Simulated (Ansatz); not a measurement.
A series of calculations on Si₂₄O₄₆N

## 1. Relaxation

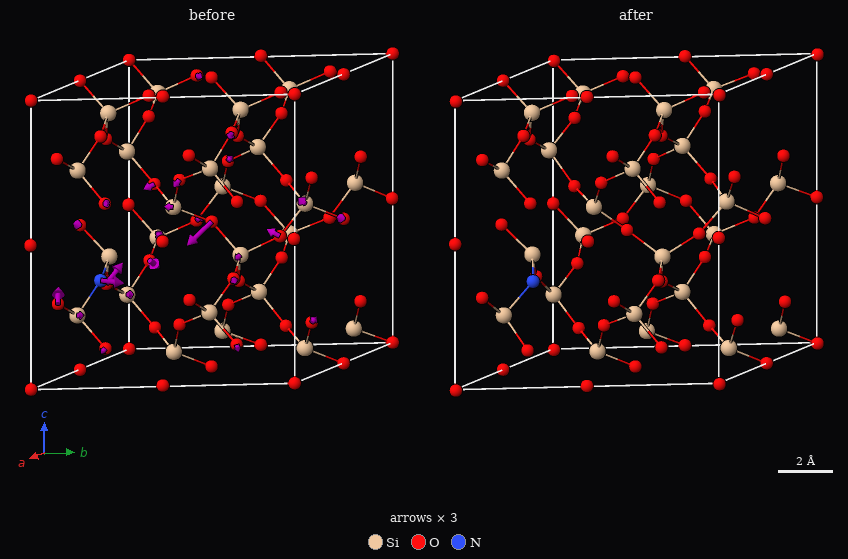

The structure of a defect cell of composition Si24O46N (cell charge +1) before (left) and after (right) a relaxation, at one scale. The purple arrows give the displacements, 3 times their true length.

The picture is a ball-and-stick view of the cell of the calculation (origin shifted), seen slightly off an axis.

Level of theory: DFT, PBEsol, PAW, plane waves (Ansatz). Settings: plane-wave cutoff 420 eV; k-point mesh 1 × 1 × 1; mesh shifted by (0.25, 0.25, 0.25); collinear spin; atoms relaxed in a fixed cell; force threshold 0.03 eV/Å; at most 80 steps.

Q: Summarise the run.

A: The atom that moves furthest is an O atom (0.46 Å along [1 −2 −2]). Largest moves by element: O 0.46 Å, N 0.32 Å, Si 0.15 Å. The cell doesn't change. Some distances before and after: N–Si 1.640 → 1.735 Å, O–Si 1.535 → 1.619 Å, O–Si 1.685 → 1.622 Å, O–Si 1.657 → 1.602 Å. Among the angles between lasting bonds that change: Si–O–Si 140.4° → 161.3°, Si–O–Si 141.6° → 157.6°, Si–N–Si 140.9° → 130.9°. After 8 accepted moves (12 points after the start) the energy has fallen by 1.845 eV per cell of the calculation. Largest force component: 2.8 eV/Å at the start, 0.0056 eV/Å at the end. The line search rejected the trial steps at points 6, 8, 11 of the run. 1 step only repeated the SCF at the same geometry. The run took 13 s on 1 × NVIDIA GB200 with 8 threads of Arm Neoverse-V2, peak memory 1.8 GiB.

Limits of the set-up: the cell is charged, on a uniform background, and energies carry no finite-size correction.

## 2. Relaxation

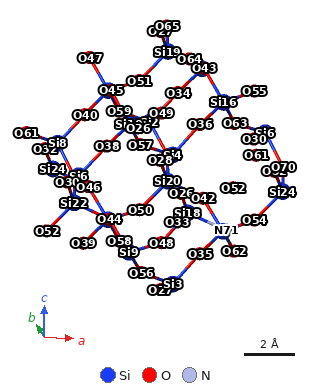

This is the input geometry for a relaxation of a defect cell of composition Si₂₄O₄₆N. Style: ball-and-stick. Shown: the atoms within 5.8 Å of the atom that moves most (axes of the cell of the calculation (origin shifted)), slightly off an axis.

Computed with DFT, PBEsol, PAW, plane waves (Ansatz).

Set-up: plane-wave cutoff 420 eV; k-point mesh 1 × 1 × 1; mesh shifted by (0.25, 0.25, 0.25); collinear spin; atoms relaxed in a fixed cell; force threshold 0.03 eV/Å; at most 80 steps.

```
CELL_PARAMETERS angstrom
9.90164 0.00000 0.00000
-4.95082 8.57507 0.00000
0.00000 0.00000 10.88588
ATOMIC_POSITIONS crystal
Si 0.23575 0.99864 0.16581
Si 0.23109 0.99749 0.66492
Si 0.23840 0.50232 0.16448
Si 0.23708 0.49939 0.66500
Si 0.73918 0.99917 0.16366
Si 0.73480 0.00256 0.66732
Si 0.73432 0.49903 0.16625
Si 0.73689 0.50033 0.66647
Si 0.99739 0.23602 0.33400
Si 0.99800 0.23521 0.82976
Si 0.99975 0.73677 0.33331
Si 0.00079 0.73250 0.83440
Si 0.49763 0.23283 0.33296
Si 0.50417 0.23633 0.83475
Si 0.50012 0.73455 0.33254
Si 0.50452 0.73878 0.83092
Si 0.26953 0.26505 0.99981
Si 0.25866 0.26508 0.50243
Si 0.26693 0.76621 0.00043
Si 0.26670 0.76582 0.49807
Si 0.76429 0.26471 0.99887
Si 0.76487 0.26466 0.49802
Si 0.76438 0.76403 0.00072
Si 0.76608 0.76574 0.50173
O 0.20191 0.13274 0.10550
O 0.20589 0.13461 0.60622
O 0.20944 0.63461 0.10696
O 0.20669 0.63459 0.60752
O 0.71026 0.13628 0.10824
O 0.70907 0.13339 0.60695
O 0.70451 0.63393 0.11085
O 0.70519 0.63327 0.60876
O 0.36353 0.07193 0.27113
O 0.36695 0.07274 0.77220
O 0.36845 0.57228 0.27557
O 0.36905 0.57213 0.77609
O 0.86641 0.07213 0.27457
O 0.87010 0.07418 0.77497
O 0.86134 0.56856 0.27278
O 0.86694 0.56944 0.77063
O 0.42757 0.29415 0.94105
O 0.42574 0.79782 0.43804
O 0.42859 0.79250 0.94284
O 0.92271 0.29263 0.44103
O 0.93003 0.29242 0.94050
O 0.92557 0.79505 0.44002
O 0.93149 0.79623 0.94020
O 0.13270 0.20628 0.39070
O 0.13295 0.20589 0.89253
O 0.13221 0.70921 0.39050
O 0.13117 0.70452 0.89174
O 0.63446 0.21020 0.39213
O 0.63207 0.20506 0.89365
O 0.63204 0.70799 0.39466
O 0.63152 0.70546 0.89474
O 0.07562 0.36992 0.22869
O 0.07098 0.36657 0.72429
O 0.07435 0.86630 0.22339
O 0.07324 0.86744 0.72654
O 0.57483 0.36826 0.22675
O 0.57551 0.36590 0.72754
O 0.57364 0.86517 0.22894
O 0.57556 0.86739 0.72304
O 0.29685 0.42850 0.06051
O 0.29153 0.92732 0.06008
O 0.29386 0.92596 0.56286
O 0.79251 0.42345 0.05991
O 0.79623 0.42425 0.55806
O 0.79479 0.92993 0.06283
O 0.79839 0.92867 0.55684
N 0.42943 0.29524 0.44293
```

Predict the outcome.

Answer. The largest move is that of O28, 0.50 Å along [1 −2 −2]. By element the largest moves are O 0.50 Å, Si 0.35 Å, N 0.30 Å. The cell stays as it was. Among the contacts that change: Si4–Si18 3.009 → 2.431 Å, Si6–O70 1.685 → 1.626 Å, Si11–O39 1.674 → 1.620 Å, Si10–O38 1.576 → 1.622 Å. New bonds form, among them: Si4–Si18 (3.01 → 2.43 Å). Among the angles between lasting bonds that change: Si4–O28–Si20 141.6° → 157.9°, Si2–O26–Si18 145.9° → 157.9°, Si2–O66–Si20 145.0° → 156.4°. Over 7 geometry steps the energy falls by 2.007 eV per cell of the calculation. The largest force component goes from 3.1 to 0.012 eV/Å.

The end point in the same view:

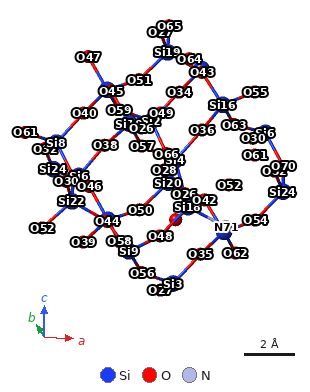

## 3. Defect

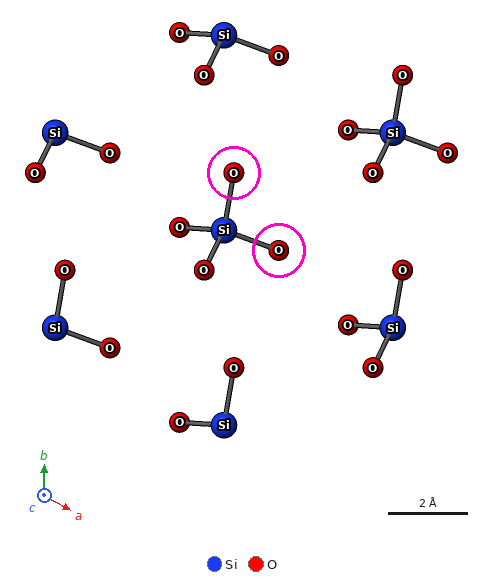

Perfect SiO$_{2}$. Style: ball-and-stick. Shown: the atoms within 6.0 Å of one point, in a slice 3.4 Å thick across the line of sight, along the c axis.

These are results of Ansatz, DFT, PBEsol, PAW, plane waves, not measurements. Set-up: plane-wave cutoff 420 eV; k-point mesh 1 × 1 × 1; mesh shifted by (0.25, 0.25, 0.25); collinear spin. Fermi-Dirac smearing of 0.01 eV. A uniform background neutralises the charged cell. The axes drawn are those of the host's conventional cell.

An oxygen atom is replaced by nitrogen and an oxygen atom is taken out (a vacancy), the two sites 2.6 Å apart at the ringed places, in charge state +1. The supercell has 72 sites, and the atoms are relaxed at the host's cell.

Question: Predict the relaxed surroundings of the defect.

Answer: In the host the O atom has 2 Si at 1.62 Å; the N atom ends with 2 Si at 1.68 to 1.74 Å. Around the empty O site the host had 2 Si at 1.62 Å; after relaxation the nearest atoms are 2 Si at 1.54 to 1.59 Å. Of the host's atoms, an oxygen atom moves furthest from its site, by 0.44 Å. The N atom itself moves 0.32 Å from where it was put. The cell's net moment is 2.00 μB.

The relaxed defect, seen from the same direction:

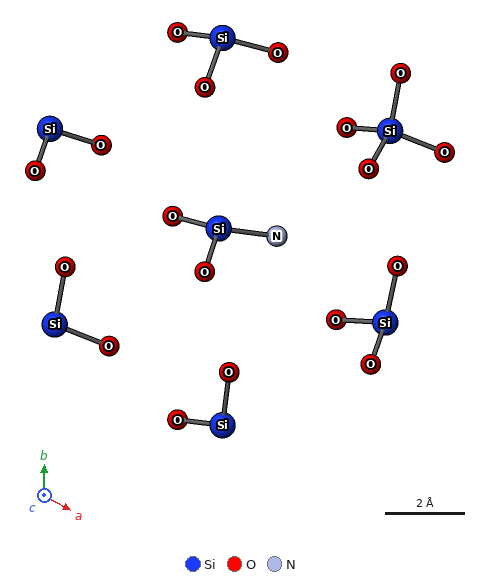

Limits of the set-up: the cell is charged, on a uniform background, and energies carry no finite-size correction.

## 4. Defect

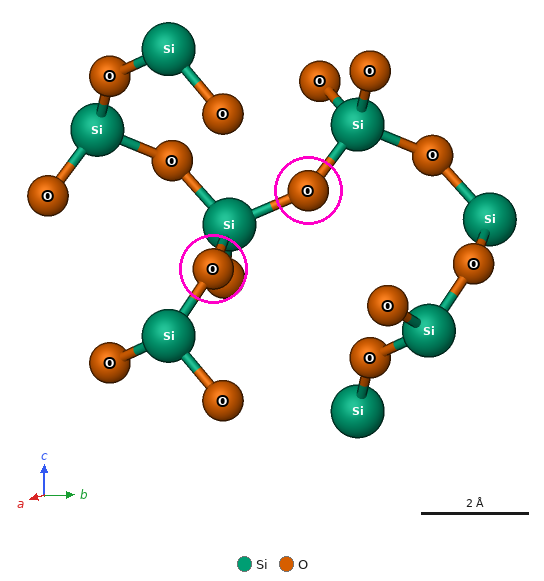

Perfect SiO$_{2}$. The picture is a ball-and-stick view of the atoms within 4.6 Å of one point, in a slice 5.0 Å thick across the line of sight, seen slightly off an axis.

The calculation used DFT, PBEsol, PAW, plane waves (Ansatz). Settings: plane-wave cutoff 420 eV; k-point mesh 1 × 1 × 1; mesh shifted by (0.25, 0.25, 0.25); collinear spin. Fermi-Dirac smearing of 0.01 eV. The axes drawn are those of the host's conventional cell.

An oxygen atom is replaced by nitrogen and an oxygen atom is taken out (a vacancy), the two sites 2.6 Å apart at the ringed places, in charge state 0. The supercell has 72 sites, and the atoms are relaxed at the host's cell.

How do the neighbours respond?

In the host the O atom has 2 Si at 1.62 Å; the N atom ends with 2 Si at 1.72 Å. Around the empty O site the host had 2 Si at 1.62 Å; after relaxation the nearest atoms are 2 Si at 1.29 to 1.37 Å. Of the host's atoms, an oxygen atom moves furthest from its site, by 0.50 Å. The N atom itself moves 0.30 Å from where it was put. The cell's net moment is 1.00 μB.

The relaxed defect, seen from the same direction:

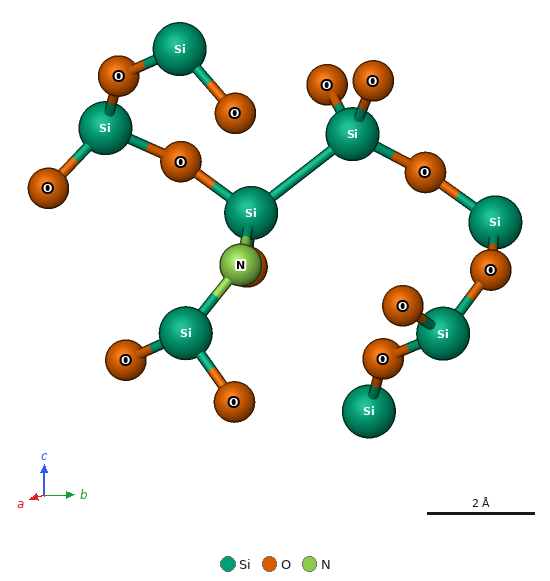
